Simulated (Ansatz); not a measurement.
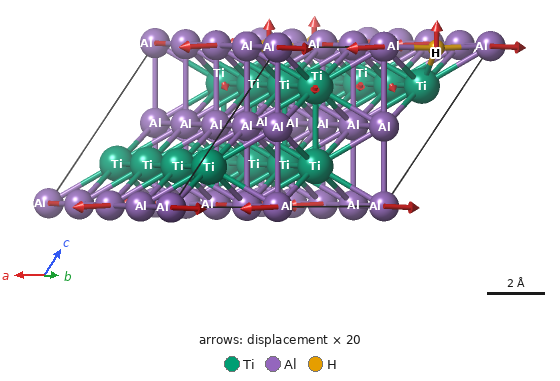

A relaxation of a defect cell of composition Ti8Al8H. The starting structure is drawn; red arrows show the displacements, 20 times their true length.

Style: ball-and-stick. Shown: the larger cell on standard axes (2 times the calculation's cell), from a free direction.

Case: H interstitial, charge +0, atoms relaxed. The atoms of the start lie slightly off their symmetric places, so part of the fall in energy undoes that.

These are results of DFT PBE, scalar-relativistic, plane waves, PAW (Ansatz), not measurements.

Input file:
```yaml
crystal:
  lattice:
    - [5.6432814777, 0.0, 4.0782742132]
    - [0.0, -5.6432814777, -4.0782742132]
    - [0.0, 5.6432814777, -4.0782742132]
  atoms:
    - { symbol: Ti, position: [0.25, 0.5, 0.25] }
    - { symbol: Ti, position: [0.25, 0.25, 0.5] }
    - { symbol: Ti, position: [0.25, 0.75, 0.0] }
    - { symbol: Ti, position: [0.25, 0.0, 0.75] }
    - { symbol: Ti, position: [0.75, 0.25, 0.0] }
    - { symbol: Ti, position: [0.75, 0.5, 0.75] }
    - { symbol: Ti, position: [0.75, 0.0, 0.25] }
    - { symbol: Ti, position: [0.75, 0.75, 0.5] }
    - { symbol: Al, position: [0.5, 0.75, 0.75] }
    - { symbol: Al, position: [0.5, 0.5, 0.0] }
    - { symbol: Al, position: [0.5, 0.0, 0.5] }
    - { symbol: Al, position: [0.5, 0.25, 0.25] }
    - { symbol: Al, position: [0.0, 0.5, 0.5] }
    - { symbol: Al, position: [0.0, 0.75, 0.25] }
    - { symbol: Al, position: [0.0, 0.25, 0.75] }
    - { symbol: Al, position: [0.0, 0.0, 0.0] }
    - { symbol: H, position: [0.0099367344, 0.7523785493, 0.7503974772] }
basis:
  ecutwfc: 420
  xc_grid: 2
kpoints:
  mp_grid: { grid: [4, 4, 4], shift: [0.5, 0.5, 0.5] }
hamiltonian:
  xc: pbe
scf:
  occupations: { method: gaussian, width: 0.1 }
output:
  forces: true
  stress: false
  eigenvalues: true
  write_density: true
  write_potential: true
  elf: true
  volumetric_format: npy
relax:
  adjacent_minimum: "off"
  f_tol: 0.02
  max_steps: 60
```

Run as
```bash
ansatz run input.yaml --threads 4 --pin off --max-ram 10240MiB --backend cpu --events-out ev --progress --plain --runs-dir out
```

Q: Which element moves most?

A: Aluminium: up to 0.073 Å, against 0.051 Å for hydrogen.

Q: What did the optimiser do to the structure, and how much energy did it gain?

A: After 2 accepted moves (3 points after the start) the energy has fallen by 51.4 meV per cell of the calculation. Largest force component: 0.62 eV/Å at the start, 0.013 eV/Å at the end. 1 step only repeated the SCF at the same geometry. Al13 moves most: 0.073 Å along +a. By element the largest moves are Al 0.073 Å, H 0.051 Å, Ti 0.018 Å. The cell doesn't change. Some distances before and after: Al16–H17 2.069 → 2.140 Å, Al13–H17 2.011 → 2.080 Å, Ti3–Al13 2.853 → 2.907 Å, Ti4–H17 1.948 → 1.997 Å. Bond angles that change, for instance: Ti3–H17–Ti4 92.3° → 90.1°, Ti6–H17–Ti8 87.8° → 89.9°. Cost: 39 s on 4 threads of Intel(R) Xeon(R) 6975P-C (Granite Rapids) (shared host), peak memory 1.1 GiB.

Limits of the set-up: the periodic images lie only 7.0 Å apart, so the values are limited by the cell's size.
